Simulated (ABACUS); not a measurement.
# N: 7 runs along one coordinate

System: N (4 atoms in the cell).
Method: Kohn-Sham DFT of a periodic cell, PBE, PseudoDojo NC SR 0.4.1 PBE standard, no spin polarisation (ABACUS 3.10.1).

The 7 runs differ only in the geometry, by an even scaling of the cell at fixed fractional positions. The structure derives from a Materials Project entry.

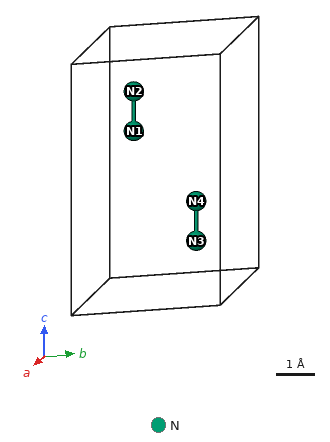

Figure 1. The structure of run 4 (ball-and-stick view of the cell of the calculation, seen slightly off an axis; atoms are numbered from 1 in the order of the input).

**The input of run 4**
```
INPUT_PARAMETERS
suffix              N
calculation         scf
basis_type          pw
pseudo_dir          ./
symmetry            1
dft_functional      pbe
ecutwfc             84
pseudo_rcut         10
nspin               1
nbands              14
ks_solver           dav
smearing_method     fd
smearing_sigma      0.00367493
scf_thr             1e-08
scf_nmax            100
mixing_type         broyden
mixing_beta         0.7
cal_force           1
cal_stress          1
kpar                4
```

**File STRU of run 4**
```
ATOMIC_SPECIES
N 14.0070 N.upf

LATTICE_CONSTANT
1.8897261246

LATTICE_VECTORS
4.1672328106 0.0000000000 0.0000000000
-2.0836164053 3.6089294775 0.0000000000
0.0000000000 0.0000000000 7.0060035100

ATOMIC_POSITIONS
Direct

N
0.0
4
0.6666666667 0.3333333333 0.6710699600 1 1 1
0.6666666667 0.3333333333 0.8289300400 1 1 1
0.3333333333 0.6666666667 0.1710699600 1 1 1
0.3333333333 0.6666666667 0.3289300400 1 1 1
```

**File KPT of run 4**
```
K_POINTS
0
Gamma
7 7 4 0 0 0
```

Command:
```bash
OMP_NUM_THREADS=1 mpirun -np 4 abacus > log
```

Run 6 differs from it as follows:
```diff
-4.1672328106 0.0000000000 0.0000000000
--2.0836164053 3.6089294775 0.0000000000
-0.0000000000 0.0000000000 7.0060035100
+4.2220711100 0.0000000000 0.0000000000
+-2.1110355550 3.6564208379 0.0000000000
+0.0000000000 0.0000000000 7.0981983394
```

**Results, with one run withheld**

| run | volume per atom (Å³) | free energy per atom, from the lowest run given (meV) | pressure (GPa) | gap on the mesh (eV) |
| --- | --- | --- | --- | --- |
| 1 | 24.761 | 17.21 | 3.86 | 7.22 |
| 2 | 25.288 | 6.98 | 2.38 | 7.17 |
| 3 | 25.814 | 1.38 | 1.04 | 7.12 |
| 4 | 26.341 | 0.00 | −0.19 | 7.07 |
| 5 | 26.868 | 2.45 | −1.30 | 7.02 |
| 6 | 27.395 | ? | ? | ? |
| 7 | 27.922 | 17.53 | −3.23 | 6.92 |

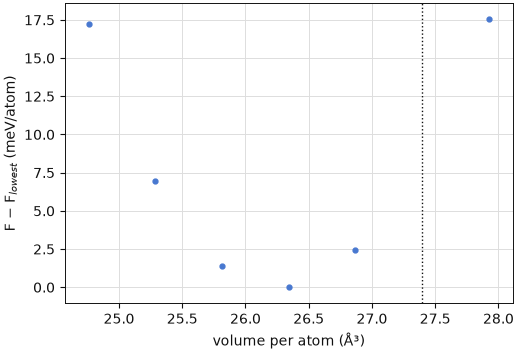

Figure 2. Free energy per atom of the runs given; the dotted line marks run 6.

What should run 6 give?

A cubic polynomial in V^(−2/3) (the Birch–Murnaghan form), fitted to the 6 runs given, misses them by under 0.01 meV per atom. With x = V^(−2/3) − 0.11356 Å⁻², it reads F = 0.069319 + 630.42 x + 8.4735e+05 x² − 1.1793e+06 x³ (meV per atom). At run 6 it gives 8.40 meV per atom, and the run itself gives 8.40. The slope of the fit gives a pressure −dF/dV of −2.31 GPa there, and the run prints −2.31 GPa. The fit has its minimum at 26.260 Å³ per atom, where V d²F/dV² gives 59 GPa. Cell shape and fractional positions are held, so this is the stiffness under even scaling; the relaxed bulk modulus wasn't computed and can be far lower in a crystal of layers, chains or molecules like this one. The gap on the mesh goes, without turning, from 7.22 eV in run 1 to 6.92 eV in run 7; run 6 has 6.97 eV. These are gaps of this functional on this mesh, which can miss the band edges; they aren't the measured gap.

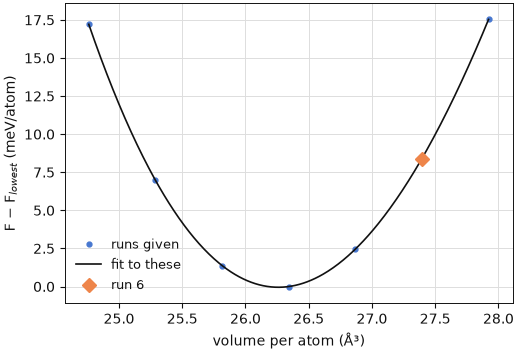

Figure 3. The fit and the withheld run.

**Some lines of the output (run 6)**
```
[...]
                          Volume (Bohr^3) = 739.48
                             Volume (A^3) = 109.58
 E_Fermi        -0.4560569424        -6.2049730289
 E_Fermi        -0.3278007095        -4.4599574582
 E_Fermi        -0.3359963427        -4.5714647679
 E_Fermi        -0.3346116635        -4.5526252405
 E_Fermi        -0.3339294837        -4.5433437089
 E_Fermi        -0.3339873705        -4.5441312991
 E_KS(sigma->0) -82.9844461817       -1129.0613134456
 E_Fermi        -0.3339928070        -4.5442052664
 final etot is -1129.0613134 eV
 EFERMI = -4.5442052664 eV
 TOTAL-PRESSURE: -23.118525 KBAR
 !FINAL_ETOT_IS -1129.0613134456273201 eV
```
